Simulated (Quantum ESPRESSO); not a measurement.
## Relaxation of cell and atoms of TiH2

The run: relaxation of cell and atoms of TiH2 (I4/mmm, 3 atoms in the cell). Method and program: Kohn-Sham DFT of a periodic cell, LDA, GBRV 1.5 LDA, no spin polarisation (Quantum ESPRESSO 7.5).

The structure derives from an entry of the Crystallography Open Database.

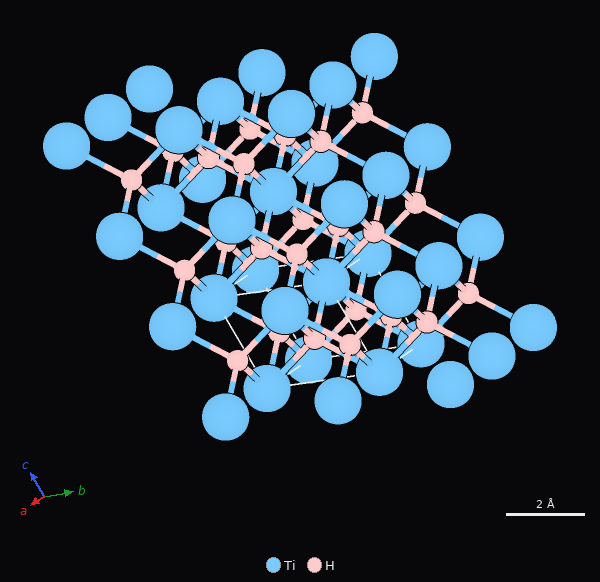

**Figure 1.** The input geometry (ball-and-stick view of the cell of the calculation, repeated 2 × 2 × 3, seen at an oblique angle). An atom can appear more than once, as a periodic image.

### Results in brief

```json
{"quantity": "outcome", "value": "converged"}
{"quantity": "space group (tolerance 0.01 Å)", "value": "I4/mmm (139)"}
{"quantity": "electrons treated", "value": "14"}
{"quantity": "free energy", "value": "−1655.4290 eV"}
{"quantity": "Fermi energy", "value": "12.557 eV"}
{"quantity": "gap on the k-point mesh", "value": "none (metallic)"}
{"quantity": "pressure", "value": "0.00 GPa"}
{"quantity": "final volume", "value": "20.40 Å³"}
{"quantity": "largest force (length of the vector) at the end", "value": "under 0.001 eV/Å"}
{"quantity": "final cell", "value": "a = 3.029 Å, b = 3.029 Å, c = 3.029 Å, α = 117.20°, β = 117.20°, γ = 94.92°"}
{"quantity": "hardware", "value": "1 thread of AMD EPYC (Zen 3), 128 GiB of memory available, shared host"}
{"quantity": "wall time", "value": "6.4 min"}
{"quantity": "peak memory", "value": "0.19 GiB"}
```

### Notes

Notes on the run: negative rho.

### Input
```
&CONTROL
  calculation = 'vc-relax'
  prefix = 'pwscf'
  outdir = './tmp'
  pseudo_dir = './pseudo'
  tprnfor = .true.
  tstress = .true.
  disk_io = 'low'
  nstep = 40
  forc_conv_thr = 0.0004
  etot_conv_thr = 1d-05
/
&SYSTEM
  ibrav = 0
  nat = 3
  ntyp = 2
  ecutwfc = 45
  ecutrho = 360
  nbnd = 13
  occupations = 'smearing'
  smearing = 'mp'
  degauss = 0.00734986
/
&ELECTRONS
  conv_thr = 6d-10
  electron_maxstep = 120
  mixing_beta = 0.5
/
&IONS
  ion_dynamics = 'bfgs'
/
&CELL
  cell_dynamics = 'bfgs'
  press = 0
  press_conv_thr = 0.3
/
ATOMIC_SPECIES
Ti    47.8670 ti_lda_v1.4.uspp.F.UPF
H      1.0080 h_lda_v1.4.uspp.F.UPF
CELL_PARAMETERS angstrom
  -1.5965000000    1.5965000000    2.1335000000
   1.5965000000   -1.5965000000    2.1335000000
   1.5965000000    1.5965000000   -2.1335000000
ATOMIC_POSITIONS crystal
Ti     0.0000000000    0.0000000000    0.0000000000
H      0.7500000000    0.2500000000    0.5000000000
H      0.2500000000    0.7500000000    0.5000000000
K_POINTS automatic
14 14 10 0 0 0
```

Launched with:
```bash
OMP_NUM_THREADS=1 pw.x -in pw.in > pw.out
```

### What the program printed
```
This program is part of the open-source Quantum ESPRESSO suite
     for quantum simulation of materials; please cite
         "P. Giannozzi et al., J. Phys.:Condens. Matter 21 395502 (2009);
         "P. Giannozzi et al., J. Phys.:Condens. Matter 29 465901 (2017);
         "P. Giannozzi et al., J. Chem. Phys. 152 154105 (2020);
          URL
     in publications or presentations arising from this work. More details at

     Message from routine setup:
     using ibrav=0 with symmetry is DISCOURAGED, use correct ibrav instead

     G-vector sticks info
     --------------------
     sticks:   dense  smooth     PW     G-vecs:    dense   smooth      PW
     Sum         985     495    189                16997     5981    1439

     Using Slab Decomposition

     bravais-lattice index     =            0
     lattice parameter (alat)  =       5.8702  a.u.
     unit-cell volume          =     146.7868 (a.u.)^3
     number of atoms/cell      =            3
     number of atomic types    =            2
     number of electrons       =        14.00
     number of Kohn-Sham states=           13
     kinetic-energy cutoff     =      45.0000  Ry
     charge density cutoff     =     360.0000  Ry
     scf convergence threshold =      6.0E-10
     mixing beta               =       0.5000
     number of iterations used =            8  plain     mixing
     energy convergence thresh.=      1.0E-05
     force convergence thresh. =      4.0E-04
     press convergence thresh. =      3.0E-01
     Exchange-correlation=  SLA  PZ   NOGX NOGC
                           (   1   1   0   0   0   0   0)
     nstep                     =           40

     celldm(1)=   5.870162  celldm(2)=   0.000000  celldm(3)=   0.000000
     celldm(4)=   0.000000  celldm(5)=   0.000000  celldm(6)=   0.000000

     crystal axes: (cart. coord. in units of alat)
               a(1) = (  -0.513946   0.513946   0.686818 )
               a(2) = (   0.513946  -0.513946   0.686818 )
               a(3) = (   0.513946   0.513946  -0.686818 )

     reciprocal axes: (cart. coord. in units 2 pi/alat)
               b(1) = ( -0.000000  0.972864  0.727995 )
               b(2) = (  0.972864 -0.000000  0.727995 )
               b(3) = (  0.972864  0.972864  0.000000 )

     PseudoPot. # 1 for Ti read from file:
     ti_lda_v1.4.uspp.F.UPF
     Pseudo is Ultrasoft + core correction, Zval = 12.0
     Generated by new atomic code, or converted to UPF format
     Using radial grid of  851 points,  6 beta functions with:
                l(1) =   0
                l(2) =   0
                l(3) =   1
                l(4) =   1
                l(5) =   2
                l(6) =   2
     Q(r) pseudized with  6 coefficients,  rinner =    1.000   1.000   1.000
                                                       1.000   1.000

     PseudoPot. # 2 for H  read from file:
     h_lda_v1.4.uspp.F.UPF
     Pseudo is Ultrasoft, Zval =  1.0
     Generated by new atomic code, or converted to UPF format
     Using radial grid of  615 points,  2 beta functions with:
                l(1) =   0
                l(2) =   0
     Q(r) pseudized with  8 coefficients,  rinner =    0.700

     atomic species   valence    mass     pseudopotential
     Ti               12.00    47.86700     Ti( 1.00)
     H                 1.00     1.00800     H ( 1.00)

     16 Sym. Ops., with inversion, found

   Cartesian axes

     site n.     atom                  positions (alat units)
         1        Ti     tau(   1) = (   0.0000000   0.0000000   0.0000000  )
         2        H      tau(   2) = (  -0.0000000   0.5139463   0.3434088  )
         3        H      tau(   3) = (   0.5139463   0.0000000   0.3434088  )

     number of k points=   509  Methfessel-Paxton smearing, width (Ry)=  0.0073

     Number of k-points >= 100: set verbosity='high' to print them.

     Dense  grid:    16997 G-vectors     FFT dimensions: (  36,  36,  36)

     Smooth grid:     5981 G-vectors     FFT dimensions: (  25,  25,  25)

     Check: negative core charge=   -0.000015

     Initial potential from superposition of free atoms

     starting charge      12.9999, renormalised to      14.0000

     negative rho (up, down):  6.013E-04 0.000E+00
     Starting wfcs are   12 randomized atomic wfcs +    1 random wfcs

     Self-consistent Calculation

     iteration #  1     ecut=    45.00 Ry     beta= 0.50
     Davidson diagonalization with overlap
     ethr =  1.00E-02,  avg # of iterations =  4.1

     negative rho (up, down):  6.256E-04 0.000E+00

     total energy              =    -121.46616126 Ry
     estimated scf accuracy    <       0.68311023 Ry

     iteration #  2     ecut=    45.00 Ry     beta= 0.50
     Davidson diagonalization with overlap
     ethr =  4.88E-03,  avg # of iterations =  2.0

     negative rho (up, down):  5.123E-04 0.000E+00

     total energy              =    -121.65580218 Ry
     estimated scf accuracy    <       0.05988455 Ry

     iteration #  3     ecut=    45.00 Ry     beta= 0.50
     Davidson diagonalization with overlap
     ethr =  4.28E-04,  avg # of iterations =  1.5

     negative rho (up, down):  4.326E-04 0.000E+00

     total energy              =    -121.66861737 Ry
     estimated scf accuracy    <       0.00098814 Ry

     iteration #  4     ecut=    45.00 Ry     beta= 0.50
     Davidson diagonalization with overlap
     ethr =  7.06E-06,  avg # of iterations =  4.0

     negative rho (up, down):  4.235E-04 0.000E+00

     total energy              =    -121.66879274 Ry
     estimated scf accuracy    <       0.00008604 Ry

     iteration #  5     ecut=    45.00 Ry     beta= 0.50
     Davidson diagonalization with overlap
     ethr =  6.15E-07,  avg # of iterations =  2.1

     negative rho (up, down):  4.176E-04 0.000E+00

     total energy              =    -121.66881692 Ry
     estimated scf accuracy    <       0.00000526 Ry

     iteration #  6     ecut=    45.00 Ry     beta= 0.50
     Davidson diagonalization with overlap
     ethr =  3.76E-08,  avg # of iterations =  2.0

     negative rho (up, down):  4.174E-04 0.000E+00

     total energy              =    -121.66881826 Ry
     estimated scf accuracy    <       0.00000028 Ry

     iteration #  7     ecut=    45.00 Ry     beta= 0.50
     Davidson diagonalization with overlap
     ethr =  2.01E-09,  avg # of iterations =  1.9

     negative rho (up, down):  4.173E-04 0.000E+00

     total energy              =    -121.66881833 Ry
     estimated scf accuracy    <          1.2E-09 Ry

     iteration #  8     ecut=    45.00 Ry     beta= 0.50
     Davidson diagonalization with overlap
     ethr =  8.45E-12,  avg # of iterations =  2.1

     negative rho (up, down):  4.173E-04 0.000E+00

     End of self-consistent calculation

     Number of k-points >= 100: set verbosity='high' to print the bands.

     the Fermi energy is    11.6213 ev

!    total energy              =    -121.66881833 Ry
     estimated scf accuracy    <          2.3E-10 Ry
     smearing contrib. (-TS)   =       0.00003325 Ry
     internal energy E=F+TS    =    -121.66885158 Ry

     The total energy is F=E-TS. E is the sum of the following terms:
     one-electron contribution =     -43.54226513 Ry
     hartree contribution      =      26.03598124 Ry
     xc contribution           =     -19.35365072 Ry
     ewald contribution        =     -84.80891697 Ry

     convergence has been achieved in   8 iterations

     negative rho (up, down):  4.173E-04 0.000E+00

     Forces acting on atoms (cartesian axes, Ry/au):

     atom    1 type  1   force =    -0.00000000   -0.00000000    0.00000000
     atom    2 type  2   force =    -0.00000000   -0.00000000    0.00000000
     atom    3 type  2   force =     0.00000000    0.00000000    0.00000000

     Total force =     0.000000     Total SCF correction =     0.000000

     Computing stress (Cartesian axis) and pressure

     negative rho (up, down):  4.173E-04 0.000E+00
          total   stress  (Ry/bohr**3)                   (kbar)     P=      -88.91
  -0.00058486  -0.00000000  -0.00000000          -86.04       -0.00       -0.00
  -0.00000000  -0.00058486  -0.00000000           -0.00      -86.04       -0.00
  -0.00000000  -0.00000000  -0.00064340           -0.00       -0.00      -94.65

     BFGS Geometry Optimization
     Energy error            =      4.2E-03 Ry
     Gradient error          =      3.0E-32 Ry/Bohr
     Cell gradient error     =      9.5E+01 kbar

     number of scf cycles    =   1
     number of bfgs steps    =   0

     enthalpy           new  =    -121.6688183305 Ry

     new trust radius        =       0.0389754699 bohr
     new conv_thr            =       0.0000000006 Ry

     new unit-cell volume =    140.23320 a.u.^3 (    20.78042 Ang^3 )
     density =      3.98609 g/cm^3

CELL_PARAMETERS (angstrom)
  -1.573156687   1.573156687   2.099182909
   1.573156687  -1.573156687   2.099182909
   1.573156687   1.573156687  -2.099182909

ATOMIC_POSITIONS (crystal)
Ti              -0.0000000000       -0.0000000000       -0.0000000000
H                0.7500000000        0.2500000000        0.5000000000
H                0.2500000000        0.7500000000        0.5000000000

     NEW-OLD atomic charge density approx. for the potential
     New effective cutoffs (rho, wfc):  371.52   46.47

     Check: negative core charge=   -0.000013

     negative rho (up, down):  3.904E-04 0.000E+00

     Self-consistent Calculation

     iteration #  1     ecut=    45.00 Ry     beta= 0.50
     Davidson diagonalization with overlap
     ethr =  1.00E-06,  avg # of iterations =  4.1

     negative rho (up, down):  3.978E-04 0.000E+00

     total energy              =    -121.67134649 Ry
     estimated scf accuracy    <       0.00025786 Ry

     iteration #  2     ecut=    45.00 Ry     beta= 0.50
     Davidson diagonalization with overlap
     ethr =  1.84E-06,  avg # of iterations =  2.0

     negative rho (up, down):  3.980E-04 0.000E+00

     total energy              =    -121.67142362 Ry
     estimated scf accuracy    <       0.00003729 Ry

[... 44 further cycles ...]
     iteration #  1     ecut=    45.00 Ry     beta= 0.50
     Davidson diagonalization with overlap
     c_bands:  1 eigenvalues not converged
     c_bands:  1 eigenvalues not converged
     c_bands:  1 eigenvalues not converged
     c_bands:  1 eigenvalues not converged
     ethr =  1.00E-06,  avg # of iterations = 12.0

     negative rho (up, down):  5.844E-04 0.000E+00

     total energy              =    -121.47834621 Ry
     estimated scf accuracy    <       0.66512877 Ry

     iteration #  2     ecut=    45.00 Ry     beta= 0.50
     Davidson diagonalization with overlap
     ethr =  4.75E-03,  avg # of iterations =  2.0

     negative rho (up, down):  4.825E-04 0.000E+00

     total energy              =    -121.66184970 Ry
     estimated scf accuracy    <       0.04804840 Ry

     iteration #  3     ecut=    45.00 Ry     beta= 0.50
     Davidson diagonalization with overlap
     ethr =  3.43E-04,  avg # of iterations =  1.5

     negative rho (up, down):  4.083E-04 0.000E+00

     total energy              =    -121.67165448 Ry
     estimated scf accuracy    <       0.00092701 Ry

     iteration #  4     ecut=    45.00 Ry     beta= 0.50
     Davidson diagonalization with overlap
     ethr =  6.62E-06,  avg # of iterations =  3.5

     negative rho (up, down):  4.008E-04 0.000E+00

     total energy              =    -121.67178182 Ry
     estimated scf accuracy    <       0.00002628 Ry

     iteration #  5     ecut=    45.00 Ry     beta= 0.50
     Davidson diagonalization with overlap
     ethr =  1.88E-07,  avg # of iterations =  2.1

     negative rho (up, down):  3.953E-04 0.000E+00

     total energy              =    -121.67178920 Ry
     estimated scf accuracy    <       0.00000262 Ry

     iteration #  6     ecut=    45.00 Ry     beta= 0.50
     Davidson diagonalization with overlap
     ethr =  1.87E-08,  avg # of iterations =  2.0

     negative rho (up, down):  3.951E-04 0.000E+00

     total energy              =    -121.67178978 Ry
     estimated scf accuracy    <       0.00000020 Ry

     iteration #  7     ecut=    45.00 Ry     beta= 0.50
     Davidson diagonalization with overlap
     ethr =  1.44E-09,  avg # of iterations =  2.0

     negative rho (up, down):  3.950E-04 0.000E+00

     total energy              =    -121.67178983 Ry
     estimated scf accuracy    <          2.9E-09 Ry

     iteration #  8     ecut=    45.00 Ry     beta= 0.50
     Davidson diagonalization with overlap
     ethr =  2.04E-11,  avg # of iterations =  1.9

     negative rho (up, down):  3.950E-04 0.000E+00

     total energy              =    -121.67178983 Ry
     estimated scf accuracy    <          4.1E-10 Ry

     iteration #  9     ecut=    45.00 Ry     beta= 0.50
     Davidson diagonalization with overlap
     ethr =  2.96E-12,  avg # of iterations =  2.0

     negative rho (up, down):  3.950E-04 0.000E+00

     total energy              =    -121.67178983 Ry
     estimated scf accuracy    <          5.1E-11 Ry

     iteration # 10     ecut=    45.00 Ry     beta= 0.50
     Davidson diagonalization with overlap
     ethr =  3.61E-13,  avg # of iterations =  1.4

     negative rho (up, down):  3.950E-04 0.000E+00

     End of self-consistent calculation

     Number of k-points >= 100: set verbosity='high' to print the bands.

     the Fermi energy is    12.5571 ev

!    total energy              =    -121.67178983 Ry
     estimated scf accuracy    <          3.1E-13 Ry
     smearing contrib. (-TS)   =       0.00003266 Ry
     internal energy E=F+TS    =    -121.67182249 Ry

     The total energy is F=E-TS. E is the sum of the following terms:
     one-electron contribution =     -40.74052235 Ry
     hartree contribution      =      25.16325341 Ry
     xc contribution           =     -19.43245988 Ry
     ewald contribution        =     -86.66209367 Ry

     convergence has been achieved in  10 iterations

     negative rho (up, down):  3.950E-04 0.000E+00

     Forces acting on atoms (cartesian axes, Ry/au):

     atom    1 type  1   force =     0.00000000    0.00000000    0.00000000
     atom    2 type  2   force =    -0.00000000    0.00000000    0.00000000
     atom    3 type  2   force =     0.00000000    0.00000000   -0.00000000

     Total force =     0.000000     Total SCF correction =     0.000000

     Computing stress (Cartesian axis) and pressure

     negative rho (up, down):  3.950E-04 0.000E+00
          total   stress  (Ry/bohr**3)                   (kbar)     P=        0.02
   0.00000009   0.00000000  -0.00000000            0.01        0.00       -0.00
   0.00000000   0.00000009   0.00000000            0.00        0.01        0.00
   0.00000000   0.00000000   0.00000015            0.00        0.00        0.02

=------------------------------------------------------------------------------=
   JOB DONE.
=------------------------------------------------------------------------------=
```

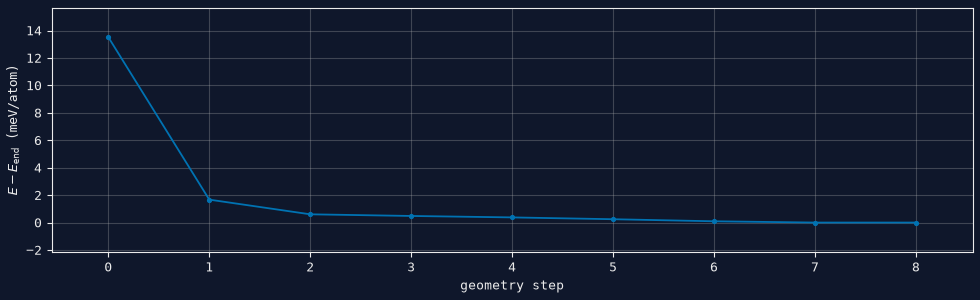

**Figure 2.** Progress of the relaxation, step by step (steps are counted from 0).

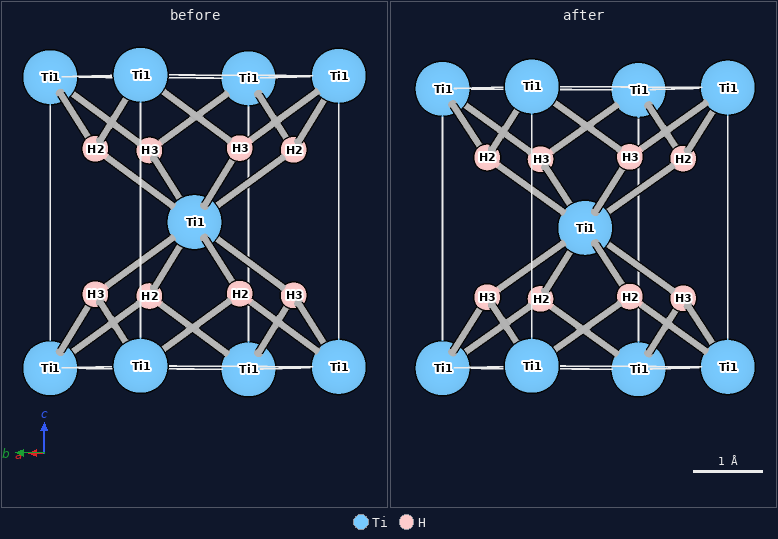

**Figure 3.** Before (left) and after (right) the relaxation, at one scale (ball-and-stick view of the cell 2 times as large as that of the calculation, set on its symmetry axes, seen at an oblique angle). The atoms keep their places relative to the cell (all moves are under 0.005 Å). The drawn cell changes as follows: a = b 3.193 → 3.156 Å (−1.2 %), c 4.267 → 4.095 Å (−4.0 %); the volume changes by −6.2 %. Distances before and after: Ti1–H2 1.920 → 1.881 Å. The space group stays I4/mmm (No. 139). Over 8 geometry steps the energy falls by 13.5 meV per atom. All forces vanish by symmetry, so only the cell relaxes. (Atoms are counted from 1 in the order of the input.)

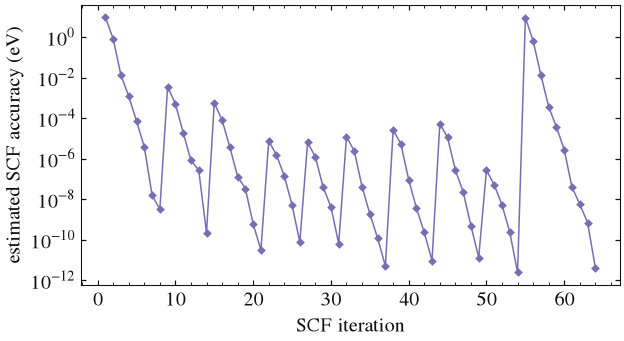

**Figure 4.** Convergence of the self-consistent field: estimated SCF accuracy against the iteration. The field takes 64 iterations in all.
